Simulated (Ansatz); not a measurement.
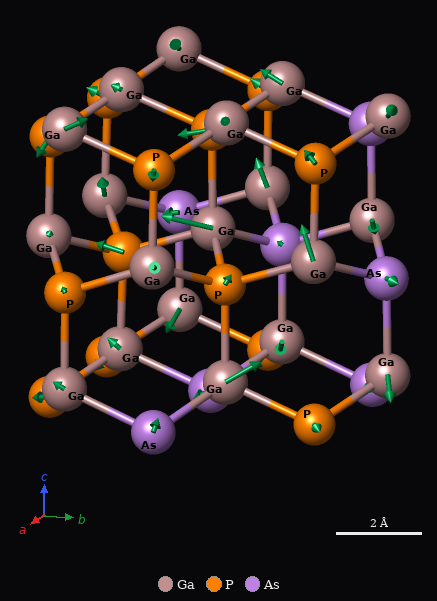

This is a relaxation of crystalline Ga₄₈P₃₃As₁₅ (a generated structure, set up in P1). The starting structure is drawn; green arrows show the displacements, 10 times their true length.

The picture is a ball-and-stick view of the atoms within 5.8 Å of the atom that moves most (axes of the cell of the calculation), seen slightly off an axis.

Computed with DFT, PBEsol, PAW, plane waves (Ansatz). (plane-wave cutoff 420 eV; k-point mesh 1 × 1 × 1; mesh shifted by (0.25, 0.25, 0.25); no spin polarisation; cell relaxed at fixed alpha, beta, gamma; force threshold 0.03 eV/Å; at most 80 steps)

Question: Atoms of which element are displaced furthest, and by how much?

Answer: Gallium: up to 0.13 Å, against 0.09 Å for phosphorus.

Question: What happened in the run?

Answer: The largest move relative to the cell is that of a Ga atom, 0.13 Å along [2 −3 1]. Largest moves by element: Ga 0.13 Å, P 0.09 Å, As 0.07 Å. The volume changes by −0.1 %, with a 11.645 → 11.629 Å (−0.1 %), b 13.446 → 13.448 Å (0.0 %), c 12.790 → 12.798 Å (+0.1 %). Among the contacts that change: As–Ga 2.328 → 2.423 Å, As–Ga 2.366 → 2.437 Å, Ga–P 2.444 → 2.378 Å, Ga–P 2.418 → 2.358 Å. Bond angles that change, for instance: P–Ga–As 111.9° → 107.6°, As–Ga–As 108.8° → 104.5°, P–Ga–P 107.0° → 110.6°. The space group stays P1 (No. 1). Over 5 geometry steps the energy falls by 1.333 eV per cell of the calculation. The largest force component goes from 1.1 to 0.0028 eV/Å. Pressure: 0.18 GPa at the start and 0.00 GPa at the end.
